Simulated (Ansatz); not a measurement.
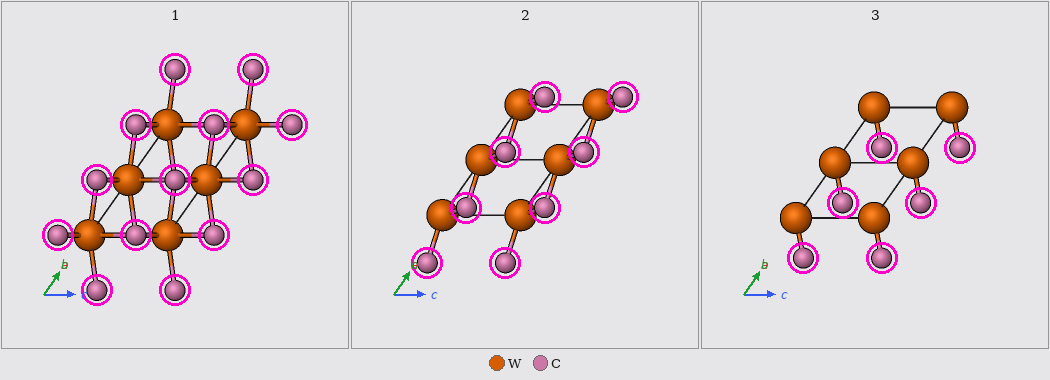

WC (Fm-3m, No. 225; 2 atoms in the cell). Atom C2 is moved over a plane while all other atoms and the cell stay fixed (its periodic images move with it) (x, y and z along the cube axes). First axis: shift of C2 along the Cartesian direction [1 1 0]. Second axis: shift of C2 along z. The scan uses a 5 × 5 grid; 9 points were computed and 16 follow by symmetry. Points are written as (first, second). All energies are given in eV per cell relative to the lowest grid point. The reference cell is the one listed in the database, not relaxed at this level. Level of theory: Ansatz 0.2.0, DFT PBEsol, scalar-relativistic, plane waves, PAW. Settings: cutoff 420 eV, k-mesh 18×18×18, gaussian smearing 0.15 eV, no spin polarisation.

The numbered pictures are structures from this grid. Rings mark the moved atoms.

> Rank them by energy, lowest first.

1, at (0.3 Å, 0.0 Å): 0.34 eV; 2, at (−0.6 Å, 0.3 Å): 1.81 eV; 3, at (0.3 Å, 0.6 Å): 2.96 eV.

The map, with the structures marked:

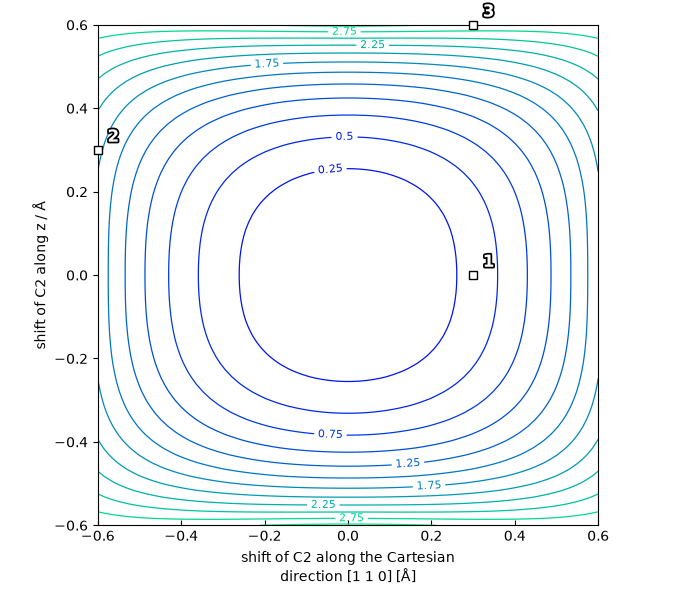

In the figure: contour lines labelled in eV. Between grid points the surface is interpolated.
